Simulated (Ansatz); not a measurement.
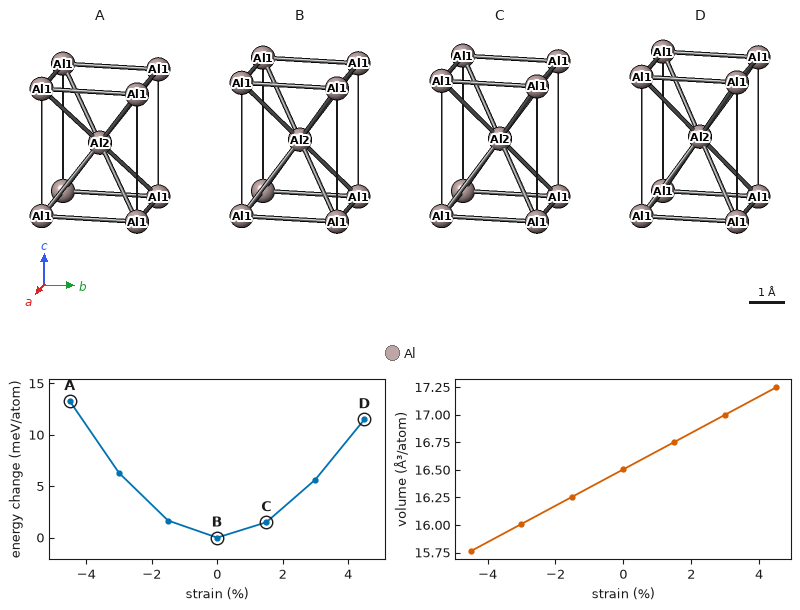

Members of a series of calculations on a crystal of Al (set up in Fm-3m), marked on the first curve. A ball-and-stick model of the cell of the calculation, seen slightly off an axis.

Computed with DFT PBE, scalar-relativistic, plane waves, PAW in Ansatz 0.2.0. (plane-wave cutoff 420 eV; k-point mesh 18 × 18 × 14; occupations gaussian; smearing width 0.1 eV; no spin polarisation)

Q: Describe the series.

A: Strain along c alone, the other axes held, atoms relaxed. A (strain −4.5 %): energy change 13.3 meV/atom, volume 15.76 Å³ per atom. B (strain 0.0 %): energy change 0.0 meV/atom, volume 16.50 Å³ per atom. C (strain 1.5 %): energy change 1.5 meV/atom, volume 16.75 Å³ per atom. D (strain 4.5 %): energy change 11.5 meV/atom, volume 17.25 Å³ per atom. The rest compares A with D. The drawn cell changes as follows: a = b unchanged at 2.858 Å, c 3.860 → 4.223 Å (+9.4 %); the volume changes by +9.4 %. Some distances before and after: Al–Al 2.794 → 2.923 Å.
